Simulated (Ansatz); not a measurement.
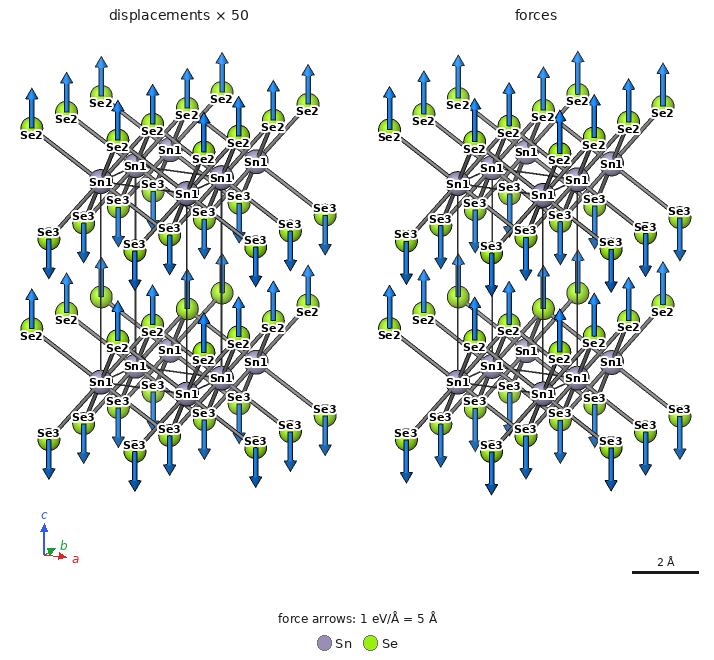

Left: crystalline SnSe2 (built on the 1T (CdI2) bulk type), with blue arrows for the displacements applied to it (without the part that the change of the cell carries along). Right: the displaced structure with the computed forces. Besides, all lengths are scaled by −1.0 % (volume −3.0 %). The picture is a ball-and-stick view of the cell of the calculation, repeated 1 × 2 × 1 with one cell outlined, seen slightly off an axis.

Level of theory: DFT, PBE, plane waves, PAW in Ansatz. Settings: plane-wave cutoff 420 eV; k-point mesh 12 × 12 × 4; occupations fermi dirac; smearing width 0.02 eV; no spin polarisation.

How do the forces relate to the distortion?

The Se atoms are displaced by 0.03 Å relative to the cell: Se3 0.03 Å along −c. No relaxation follows. Some distances before and after: Se–Sn 2.713 → 2.701 Å. The space group stays P-3m1 (No. 164). The energy rises by 12.7 meV per atom. Pressure: 2.9 GPa before, 4.2 GPa after. The principal stresses (compression positive) are 3.7 GPa along c and 4.5 GPa across it. The largest forces, 0.27 eV/Å, act on Se2 and Se3; on Se2 it points along +c. The forces point along the displacements (cosine 1.00).

Limits of the set-up: layers or molecules are held without a dispersion correction, so their spacing is unreliable.
